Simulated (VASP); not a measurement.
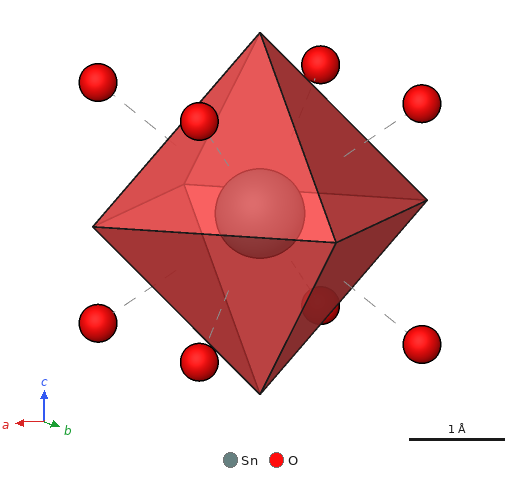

Voronoi–Dirichlet polyhedron, computed geometrically; every face belongs to one neighbour and no atomic radii are used. Central atom: Sn (4a) in SnO₂; faces take the colour of the neighbour behind them. Source: a cell listed in the Materials Project, as set up for an electronic-structure calculation.

SnO2, space group Fm-3m (No. 225), a = 5.148 Å, b = 5.148 Å, c = 5.148 Å, α = 90.00°, β = 90.00°, γ = 90.00°

```tsv
site	Wyckoff	x	y	z
Sn	4a	0.0000	0.0000	0.0000
O	8c	0.2500	0.2500	0.7500
```

Q: How many faces does the cell have, and of which kinds?

A: 8 faces, index ⟨8,0,0,0⟩: an octahedron.

Q: Tabulate the neighbours by distance and solid angle.

A:
```csv
neighbour,faces,distance (Å),solid angle (% of sphere)
O,8,2.23,100.0
```
